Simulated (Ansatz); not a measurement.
Given this structure:

```cif
data_structure
_symmetry_space_group_name_H-M 'F -4 3 m'
_symmetry_Int_Tables_number 216
_cell_length_a 4.4032
_cell_length_b 4.4032
_cell_length_c 4.4032
_cell_angle_alpha 90.000
_cell_angle_beta 90.000
_cell_angle_gamma 90.000
_cell_volume 85.37
loop_
_atom_site_label
_atom_site_type_symbol
_atom_site_symmetry_multiplicity
_atom_site_Wyckoff_symbol
_atom_site_fract_x
_atom_site_fract_y
_atom_site_fract_z
_atom_site_occupancy
Al1 Al 4 a 0.00000 0.00000 0.00000 1
N1 N 4 c 0.25000 0.75000 0.75000 1
```

### Describe what this structure looks like.

The formula is AlN. The atoms follow space group F-43m (No. 216); the Bravais lattice is face-centred cubic. In terms of structure types, this is zinc blende (sphalerite type). In the cell are 4 Al, 4 N, which makes 4 formula units. About every Al there are four N in a tetrahedral arrangement at 1.91 Å. N is coordinated by four Al in a tetrahedral arrangement at 1.91 Å. The bonds build a three-dimensional framework.

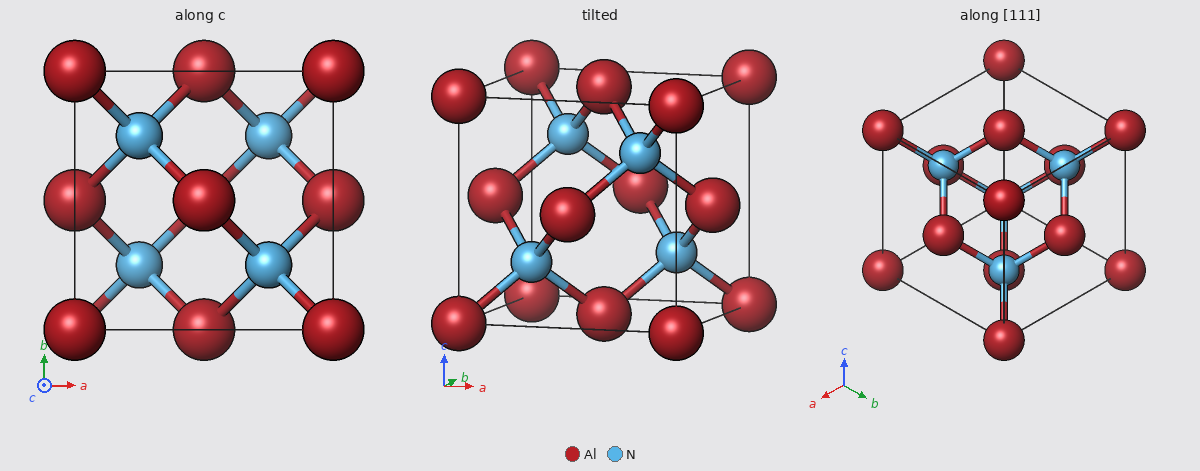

View along the c axis, slightly off an axis and along [111], drawn as a ball-and-stick model. The lines enclose the conventional unit cell; boundary atoms appear with their images.

Starting structure: a structure listed in the Materials Project. Earlier steps of the study may have refined or changed the cell and positions. It went into a calculation with Ansatz.
